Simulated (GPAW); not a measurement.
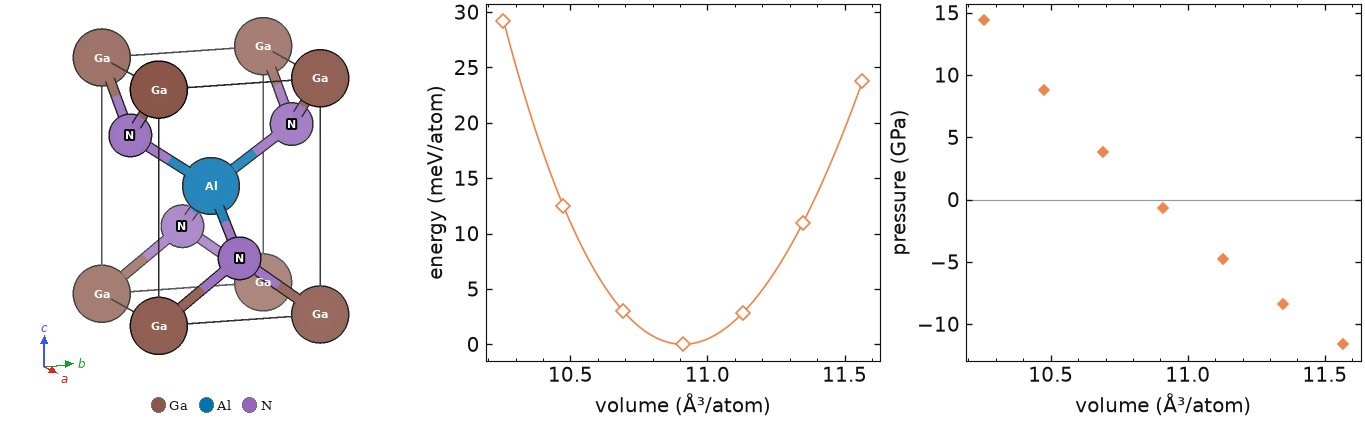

The picture above shows the energy and pressure against volume for AlGaN₂, space group P-4m2 (No. 115). The conventional cell is drawn beside the plot.

Cell as given: a = 3.141 Å, b = 3.141 Å, c = 4.424 Å, α = 90.00°, β = 90.00°, γ = 90.00°; 4 atoms.

Calculation (GPAW 26.7.0): PAW DFT in plane waves, on a grid or in atomic orbitals, no spin polarisation; energies at scaled volumes of the given cell, shape and fractions fixed, counted from the fit's minimum, third-order Birch-Murnaghan fit. Level: LDA.

k mesh 7×7×5; occupations Fermi–Dirac; smearing width 0.05 eV; potentials GPAW PAW data sets (gpaw data 1.2.1); wave cutoff 800 eV; program settings basis pw.

Q: Give the fitted equation-of-state parameters.

A: A third-order Birch–Murnaghan fit gives V0 = 10.91 Å³/atom, B0 = 214 GPa and B′ = 4.3.

Q: How does the pressure vary with volume?

A: It falls from 14.38 GPa at volume 10.26 Å³/atom to −11.64 GPa at 11.56 Å³/atom, and changes sign near 10.88 Å³/atom.

Limits of the calculation: shape and atomic fractions are frozen while scaling, which makes layered, chain and framework solids too stiff.

The computed values:

| volume (Å³/atom) | energy (meV/atom) | pressure (GPa) |
| --- | --- | --- |
| 10.26 | 29.20 | 14.38 |
| 10.47 | 12.52 | 8.80 |
| 10.69 | 2.98 | 3.80 |
| 10.91 | −0.02 | −0.70 |
| 11.13 | 2.86 | −4.75 |
| 11.35 | 10.92 | −8.38 |
| 11.56 | 23.74 | −11.64 |
